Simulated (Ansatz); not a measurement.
**Si₂N: density, localisation and related maps**

Input

```
crystal:
  lattice:
    - [3.7748833694, 0.0, 0.0]
    - [0.0, 3.7748833694, 0.0]
    - [0.0, 0.0, 2.6236132667]
  atoms:
    - { symbol: Si, position: [0.0, 0.5, 0.5] }
    - { symbol: Si, position: [0.5, 0.0, 0.5] }
    - { symbol: "N", position: [0.5, 0.5, 0.5] }
basis:
  ecutwfc: 420
kpoints:
  mp_grid: { grid: [12, 12, 18] }
  band_path:
    path:
      - [[0.0, 0.0, 0.0], [0.0, 0.5, 0.0], [0.5, 0.5, 0.0], [0.0, 0.0, 0.0], [0.0, 0.0, 0.5], [0.0, 0.5, 0.5], [0.5, 0.5, 0.5], [0.0, 0.0, 0.5]]
      - [[0.0, 0.5, 0.0], [0.0, 0.5, 0.5]]
      - [[0.5, 0.5, 0.0], [0.5, 0.5, 0.5]]
    npoints: 14
hamiltonian:
  xc: pbe
scf:
  occupations: { method: gaussian, width: 0.1 }
  n_extra_bands: 7
output:
  forces: true
  stress: true
  eigenvalues: true
  populations: true
  dos: { projected: true, de: 0.02, nscf_kmesh: { grid: [15, 15, 22] } }
  bader: true
  write_density: true
  write_potential: true
  elf: true
  volumetric_format: npy
```

Launched as:

```sh
ansatz run input.yaml --threads 1 --pin off --max-ram 2048MiB --backend cpu --events-out ev --progress --plain --runs-dir out
```

Below, planes, directions and counts refer to the conventional cell (a = 3.77 Å, b = 3.77 Å, c = 2.62 Å, α = 90.00°, β = 90.00°, γ = 90.00°).

Space group P4/mmm; a structure generated by program, which may or may not match a known phase; computed without spin polarisation.

Theory: DFT PBE, scalar-relativistic, plane waves, PAW (Ansatz).

The density is the valence pseudo-density of a PAW calculation; it isn't the true density close to the nuclei.

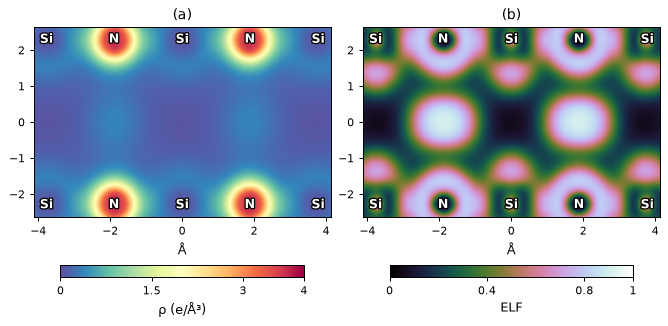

Figure 1. (a) valence pseudo-density; (b) electron localisation function on the (101) plane of the conventional cell.

Q: What does the map show?

A: The plane passes through Si and N nuclei. Si–N (1.89 Å): ρ is about 0.75 e/Å³ halfway; the ELF peaks at about 0.80 between the atoms. Between the atoms the lowest density in this plane is 0.06 e/Å³.

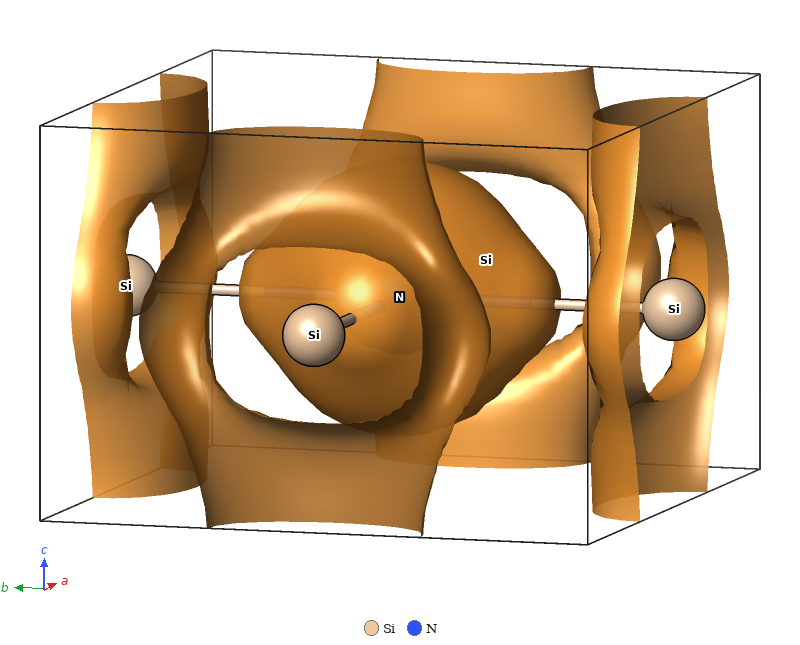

Figure 2. Isosurface of the electron localisation function at 0.65 (orange), seen at an oblique angle. Only the valence region is drawn (cores and ρ < 0.01 e/Å³ removed). Sticks mark near contacts.

Q: Identify the bonds, lone pairs and shells in this picture.

A: At this value the surface marks out one region wrapped around N (its valence shell) and channels that run through the cell in one direction, counted in one cell of 3 atoms. Any copies at cell faces, edges or corners count once.

Q: What Bader charges does the calculation give?

A: Electrons move from Si towards N. Bader charges: Si +1.14 and N −2.28 e.

Q: Does the calculation make it a metal, or give it a gap?

A: It is gapless in this calculation (a metal or semimetal).
